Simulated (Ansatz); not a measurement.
## Cu: band-structure calculation

Cu (Im-3m, 1 atom in the cell), computed with DFT PBE, scalar-relativistic, plane waves, PAW, no spin polarisation (Ansatz 0.2.0).

The structure was made by a generator, so it may or may not be a known phase.

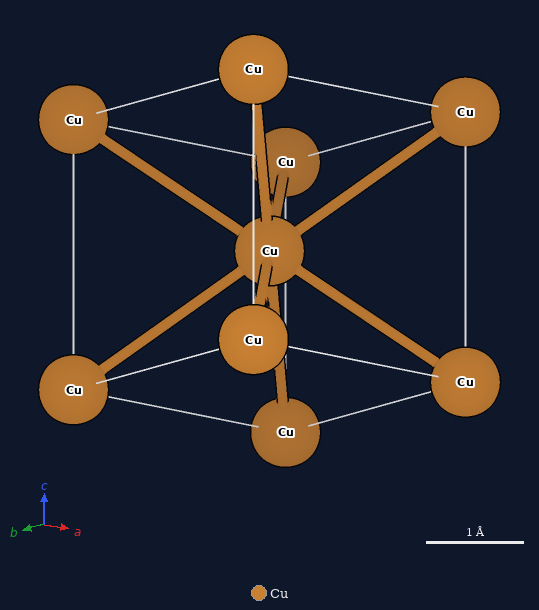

Figure 1. The input geometry (ball-and-stick view of the cell 2 times as large as that of the calculation, set on its symmetry axes, seen at an oblique angle). An atom can appear more than once, as a periodic image. Near neighbours in the periodic cell (some may lie outside the picture): Cu has 8 Cu at 2.50 Å.

The input:
```yaml
crystal:
  lattice:
    - [-1.4422942376, 1.4422942376, 1.4422942376]
    - [1.4422942376, -1.4422942376, 1.4422942376]
    - [1.4422942376, 1.4422942376, -1.4422942376]
  atoms:
    - { symbol: Cu, position: [0.0, 0.0, 0.0] }
basis:
  ecutwfc: 420
kpoints:
  mp_grid: { grid: [26, 26, 26] }
  band_path:
    path:
      - [[0.0, 0.0, 0.0], [0.5, -0.5, 0.5], [0.0, 0.0, 0.5], [0.0, 0.0, 0.0], [0.25, 0.25, 0.25], [0.5, -0.5, 0.5]]
      - [[0.25, 0.25, 0.25], [0.0, 0.0, 0.5]]
    npoints: 14
hamiltonian:
  xc: pbe
scf:
  occupations: { method: gaussian, width: 0.1 }
  n_extra_bands: 6
output:
  forces: true
  stress: true
  eigenvalues: true
  populations: true
  dos: { projected: true, de: 0.02, nscf_kmesh: { grid: [32, 32, 32] } }
  bader: true
  write_density: true
  write_potential: true
  elf: true
  volumetric_format: npy
```

Run on 1 thread of Arm Neoverse N1, 54 GiB of memory available, shared host.

Command:
```bash
ansatz run input.yaml --threads 1 --pin off --max-ram 2560MiB --backend cpu --events-out ev --progress --plain --runs-dir out
```

The program's output:
```
scf.n_extra_bands = 6 over 10 filled bands (N_el = 19.0): the run solves 16 bands
Engine: ansatz 0.2.0, aarch64-unknown-linux-gnu
Pseudopotentials: kind: paw
Pseudopotential: Cu, paw, valence charge 19, recommended cutoff 420 eV (normal), Cu.paw.azcp
Functional definition: PBE
  parameter kappa = 0.804
  parameter beta = 0.06672455060314922
  exchange = pbe_x(kappa = kappa, mu = beta*pi^2/3)
  correlation = pbe_c(beta = beta)
Crystal: 1 atoms, lattice volume = 12.001 Å³
Basis set: ecut = 420 eV, 225 PW (Γ), exchange–correlation on 36×36×36 points (8 copies of the dense FFT grid, shifted against one another)
Bands: 16, of which v1, the nominal top of the filled ones, is band 10 counted from 1 (9 counted from 0)
Symmetry: 48 space group operations
Space group: Im-3m (ITA 229), of the structure as read, at distance tolerance 2.3e-5 Å
k-points: 511 of 17576
Non-local potential: Cu, projectors of the file, l = 0: 3, l = 1: 2, l = 2: 3, l = 3: 1
PAW form: soft (Blöchl's): semilocal exchange-correlation on the pseudo side does not see the compensation charge
PAW one-centre angular grid: Cu, 590 points (default); XC on 64 Gauss nodes
Initial density: superposition of atomic densities (neutral atoms: chi_scale 0, normalization atom), corrected by the library's trained network
Initial wavefunctions: pseudopotential atomic-orbital guess
Functional: x = pbe(κ = 0.804, μ = 0.2195149727645171), c = pbe(β = 0.06672455060314922)
SCF iter   1: F=—  HF=-6625.137755 eV  |F-HF|=—  |Δ(HF+E_count)|=         —  Δρ=9.14e-4  dr2=2.37e-5  ethr=1.77e-3  ⟨swp⟩=5.4  Hψ=40301  notcnv=0  defer=96
preconditioner: auto → none  [metal: Δε(μ)=0.007 eV  Ē_g=21.496 eV  σ=0.100 eV  W_gap=0.04  n_scr=0 (ndim 8)  ℏωp=35.6 eV  f_vac=0.000  D(μ)=0.48/eV (n_scr^D=0)]
SCF iter   2: F=—  HF=-6625.137855 eV  |F-HF|=—  |Δ(HF+E_count)|=   9.98e-5  Δρ=4.05e-4  dr2=3.39e-6  ethr=1.25e-7  ⟨swp⟩=2.5  Hψ=17953  notcnv=0  defer=97
SCF iter   3: F=—  HF=-6625.137867 eV  |F-HF|=—  |Δ(HF+E_count)|=   1.21e-5  Δρ=2.05e-4  dr2=8.91e-7  ethr=1.78e-8  ⟨swp⟩=2.0  Hψ=10040  notcnv=0  defer=97
iter 4 did not close the SCF: its close was put off for the readings that it lacked (scf_convergence_deferred on its scf_iter line)
SCF iter   4: F=-6625.137871 eV  HF=-6625.137871 eV  |F-HF|=3.29e-9  |Δ(HF+E_count)|=   3.72e-6  Δρ=8.70e-6  dr2=2.64e-9  ethr=4.69e-9  ⟨swp⟩=2.0  Hψ=10082  notcnv=0  defer=97
iter 5 did not close the SCF: its close was put off for the readings that it lacked (scf_convergence_deferred on its scf_iter line)
SCF iter   5: F=-6625.137871 eV  HF=-6625.137871 eV  |F-HF|=6.55e-11  |Δ(HF+E_count)|=   3.35e-9  Δρ=1.69e-6  dr2=8.42e-11  ethr=1.39e-11  ⟨swp⟩=2.3  Hψ=9531  notcnv=0  defer=97
SCF iter   6: F=-6625.137871 eV  HF=-6625.137871 eV  |F-HF|=1.82e-12  |Δ(HF+E_count)|=  1.07e-10  Δρ=4.61e-8  dr2=6.50e-14  ethr=1.00e-12  ⟨swp⟩=6.4  Hψ=39913  notcnv=0
SCF 1 converged in 6 iterations: F = -6625.137871 eV  dr2 = 6.50e-14
  greatest PAW one-centre occupation: 1.000 electrons in one spin orbital (limit 2), on the Cu atom at site 0 (counted from 0), in its partial waves of l = 0
NSCF: frozen V_eff on 86 k-points
NSCF: frozen V_eff on 897 k-points
SCF converged after 6 iterations
Free energy (F): -6625.137871 eV
Harris-Foulkes:  -6625.137871 eV  (|F-HF|=1.82e-12)
Internal energy: -6625.135465 eV  (E = F + TS)
E sigma→0 (E₀):  -6625.136668 eV
Entropy (-TS):   -0.002406 eV (-2.406 meV/atom)
Fermi energy:    16.434970 eV
--- Per-component energies (eV) ---
  E_band       = -365.056324
  E_kinetic    = 299.754825
  E_local      = -4079.443341  (includes V_loc(G=0)·N_el)
  E_nonlocal   = 390.095911
  E_hartree    = 1796.116754
  E_xc         = -89.431728
  E_vxc        = -115.401416  (∫ρ·V_xc dr)
  E_paw        = -1663.125203  (= ΣΔE_a)
  E_vpaw       = -452.296132  (= ΣTr[D̂ρ^β])
  E_aug_tail   = 0.000310  (compensation charges beyond the density's cutoff)
  E_ewald      = -3279.102993
  E_smearing   = -0.002406  (= −TS)
  E_closure    = 0.000000  (closes the sum)
  Σ components = -6625.137871   (vs F -6625.137871, Δ=0.00e0)
--- Forces (eV/Å), atoms counted from 1 ---
  atom   1  Cu    -0.00000000     0.00000000     0.00000000
  max |Σ_I F_I| component: 3.39e-32 eV/Å
--- Stress (GPa, compression-positive) ---
       -0.001508       0.000000       0.000000
        0.000000      -0.001508       0.000000
        0.000000       0.000000      -0.001508
  P = ⅓ Tr σ = -0.0015 GPa (-0.015 kbar)
--- Band table (eV; the first three rows and the last of 511) ---
  k-point 0: bands = ["-96.1151", "-53.4287", "-53.4287", "-53.4287", "7.1433", "13.3937", "13.3937", "13.3937", "14.3940", "14.3940", "41.3461", "41.3461", "41.3461", "44.1860", "44.1860", "44.1860"]
  k-point 1: bands = ["-96.1149", "-53.4303", "-53.4293", "-53.4287", "7.1999", "13.3832", "13.3935", "13.4154", "14.3833", "14.3948", "40.6218", "41.1796", "41.1847", "43.3791", "43.3815", "43.5326"]
  k-point 2: bands = ["-96.1143", "-53.4348", "-53.4309", "-53.4287", "7.3688", "13.3521", "13.3914", "13.4797", "14.3542", "14.3973", "38.9224", "40.6020", "40.7724", "42.1348", "42.6583", "43.1280"]
  k-point 510: bands = ["-96.0900", "-53.5084", "-53.5084", "-53.5084", "11.8930", "11.8930", "14.9477", "14.9477", "14.9477", "24.5000", "24.5000", "24.5000", "29.9094", "29.9094", "31.9423", "55.0856"]
--- Löwdin populations: 1 site ---
  site symbol       q [e]
     0     Cu     18.8323
  spilling = 0.008824 (of n_electrons = 19.000000)
--- Bader charges: 1 site ---
  site symbol  charge [e]  shift [e]
     0     Cu      0.0000     0.0000
  estimated error of the sums over rays = 2.2e-7 e
```

File populations.tsv:
```
# site	symbol	l	j	q
# orbitals = lowdin
# n_electrons = 19.000000
# spilling = 0.008824
0	Cu	0_3S	-	1.996260
0	Cu	0_4S	-	1.041002
0	Cu	1_3P	-	5.999071
0	Cu	2_3D	-	9.796012
```

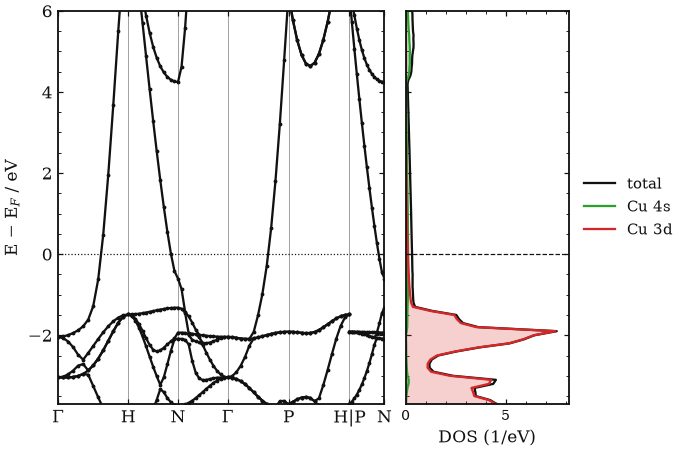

Figure 2. Band structure along Γ–H–N–Γ–P–H|P–N and density of states (projected on Löwdin-orthogonalised atomic shells), with energies from the Fermi level. Bands cross the Fermi level: a metal at this level of theory.

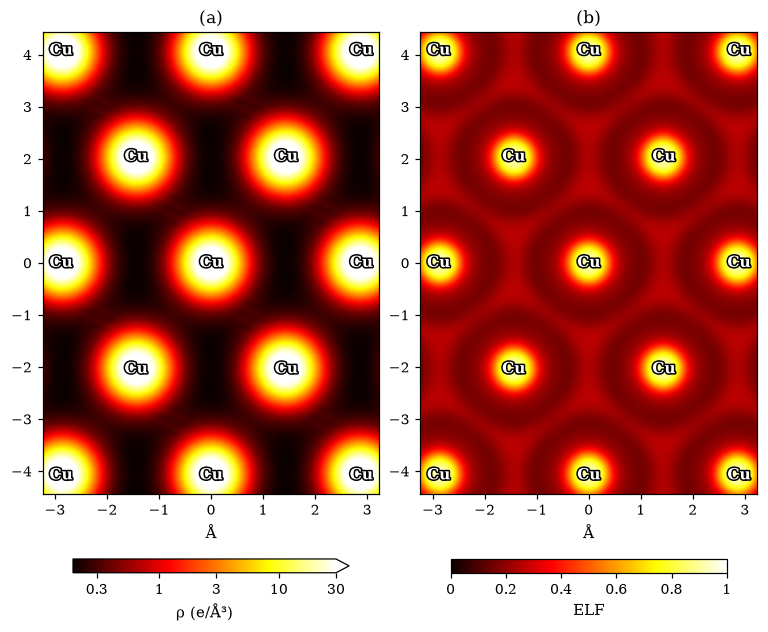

Figure 3. (a) valence charge density (pseudo); (b) electron localisation function on the (101̄) plane of the conventional cell. Atoms in the plane: Cu. Cu–Cu (2.50 Å): ρ at the midpoint is about 0.28 e/Å³; the ELF is about 0.20 at the midpoint; no localised pair between them. Away from the nuclei the density in this plane falls to 0.19 e/Å³ at its lowest. The strong features right at Cu lie inside the PAW spheres (semicore, d or f shells) and say nothing about bonding. In a PAW calculation such maps are meaningful between the atoms, not at the nuclei.

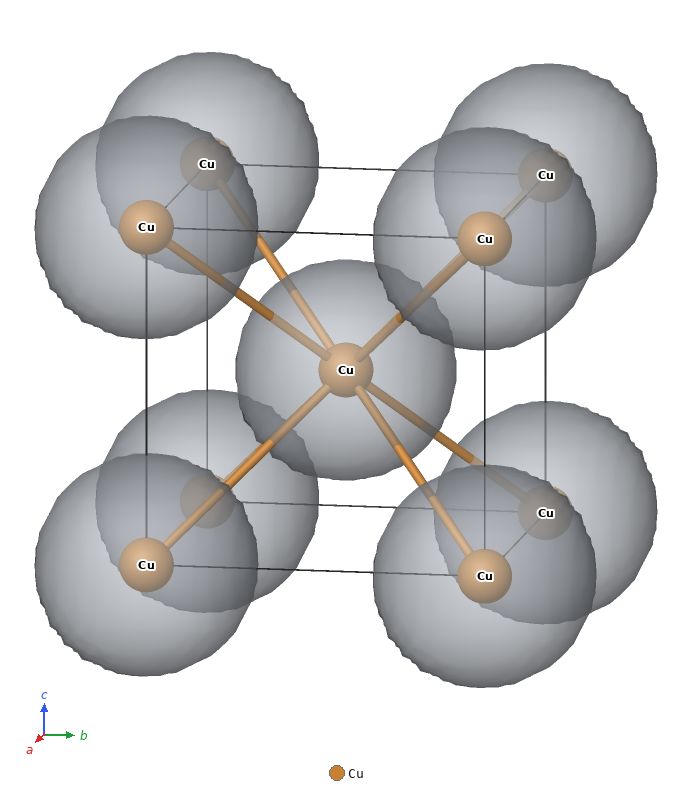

Figure 4. Isosurface of the valence electron density at 0.5 e/Å³ (grey), seen slightly off an axis. Sticks mark near contacts. The outline is the cell set on symmetry axes. At this value the density breaks into separate islands; it holds about 90 % of the electrons treated as valence (semicore included). It is pinched off along the Cu–Cu (2.50 Å) contacts. On the grid the lowest density along these lines, outside the cores, is 0.28 e/Å³ (Cu–Cu, 2.50 Å).

Summary:

| quantity | value |
| --- | --- |
| outcome | converged |
| space group (tolerance 0.01 Å) | Im-3m (229) |
| electrons treated | 19 |
| free energy | −6625.1379 eV |
| Fermi energy | 16.435 eV |
| gap on the k-point mesh | none (metallic) |
| pressure | 0.00 GPa |
| largest force (length of the vector) | under 0.001 eV/Å |
| wall time | 36 s |
| peak memory | 0.36 GiB |
